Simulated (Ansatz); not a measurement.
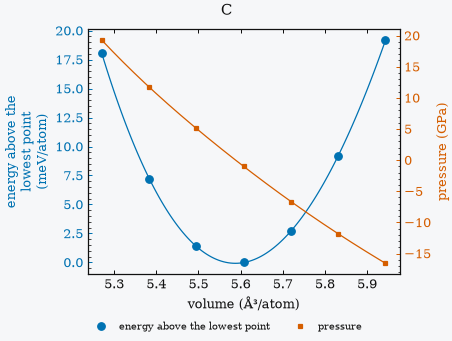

The picture above shows the energy above the lowest point and pressure against volume for C, space group Pm-3m (No. 221) (one of a set of cubic test structures, which need not be the stable phase).

Calculation (Ansatz 0.2.0 development build): equation of state of a cubic crystal from periodic Kohn-Sham density functional theory without spin, third-order Birch-Murnaghan fit to the free energies; pressure corrected for the finite basis. Level: PBE.

structure type simple cubic; atoms in cell 1; space group number 221; lattice centring simple cubic; k mesh 21×21×21; occupation method Fermi–Dirac; occupation width 0.06123 eV; wave cutoff 420 eV; datasets soft-1 PAW; density tolerance 1e−07 eV; bands 6; density cutoff ratio 4; search for lower states default.

Q: How stiff is the solid, and where is its volume at rest?

A: A third-order Birch–Murnaghan fit gives V0 = 5.59 Å³/atom, B0 = 297 GPa and B′ = 3.3.

Q: How does the pressure vary with volume?

A: It falls from 19.3 GPa at volume 5.2707 Å³/atom to −16.6 GPa at 5.9436 Å³/atom, and changes sign near 5.59 Å³/atom.

Limits of the calculation: cubic model structure, not the ambient form; modest k-mesh, values are not fully converged in k.

The computed values:

```tsv
volume (Å³/atom)	energy above the lowest point (meV/atom)	pressure (GPa)
5.2707	18.0	19.3
5.3829	7.2	11.7
5.4950	1.4	5.1
5.6072	0.0	-1.0
5.7193	2.7	-6.6
5.8315	9.2	-11.8
5.9436	19.2	-16.6
```
